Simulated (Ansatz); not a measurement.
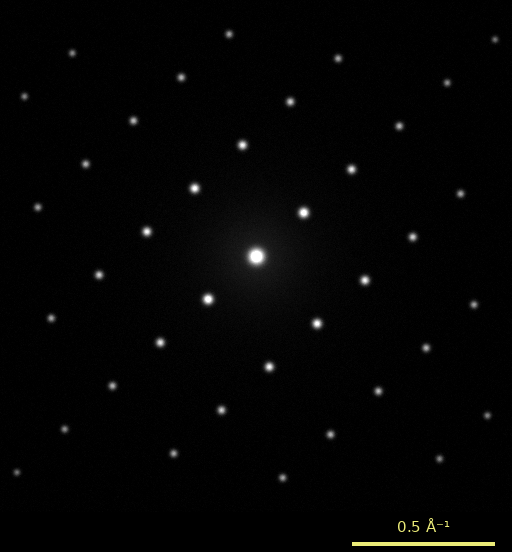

The pattern is a kinematic simulation for 120 kV electrons (no multiple scattering; isotropic B = 0.5 Å²).

Phase: Rb, space group Pm-3m (No. 221), a = 4.395 Å. Structure: the input geometry of an electronic-structure calculation (not necessarily at equilibrium); the starting structure was generated, so it need not be a known form of this composition.

```tsv
atom	site	symmetry	x	y	z
Rb	1a	m-3m	0.0000	0.0000	0.0000
```

Determine the zone axis from the geometry of the pattern.

Answer. The spots form a rectangular net whose two shortest vectors correspond to d = 4.39 Å and 3.11 Å, 90.0° apart. They index as 0 0 1 and 1 -1 0, so the zone axis is [110] (or an equivalent direction of <110>).

List the strongest reflections.

Answer. Strongest reflections with d > 1.19 Å, one of each family (|F|² from tabulated Gaussian fits of the electron scattering factors, times a small damping for the curvature of the Ewald sphere):

| hkl | d (Å) | I (strongest = 100) |
| --- | --- | --- |
| 0 0 1 | 4.395 | 100 |
| 1 -1 0 | 3.108 | 62 |
| 1 -1 1 | 2.537 | 46 |
| 0 0 2 | 2.197 | 35 |
| 1 -1 2 | 1.794 | 23 |
| 2 -2 0 | 1.554 | 17 |
